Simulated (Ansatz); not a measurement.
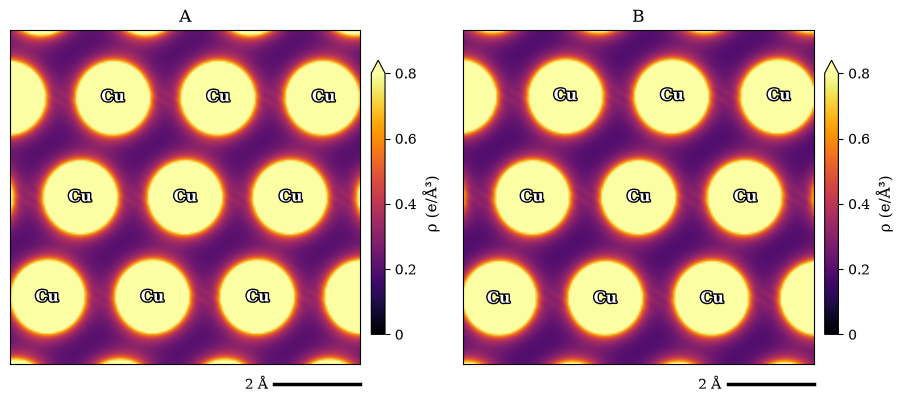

Cu. The valence pseudo-density of two cells that differ in size, on the (011̄) plane of each (indices in the axes of the calculation cell), at one length scale and on one colour scale: B has 11.7 Å³ an atom and A 11.2.

Computed with Ansatz, Kohn-Sham DFT of a periodic cell, r2SCAN, Ansatz PAW.

In a PAW calculation such maps are meaningful between the atoms, not at the nuclei.

The larger cell:

```
Cu
1.0
    -1.45235    1.45235    1.38519
     1.45235   -1.45235    1.38519
     1.45235    1.45235   -1.38519
Cu
1
Direct
  0.00000 0.00000 0.00000
```

The smaller cell: a = 2.445 Å, b = 2.445 Å, c = 2.445 Å, α = 108.22°, β = 108.22°, γ = 112.01°.

**What changes from the larger cell to the smaller?**

From the larger cell to the smaller, Cu–Cu goes from 2.48 to 2.44 Å, and the density at its midpoint from 0.29 to 0.31 e/Å³; the pressure goes from −2.7 to 3.8 GPa.
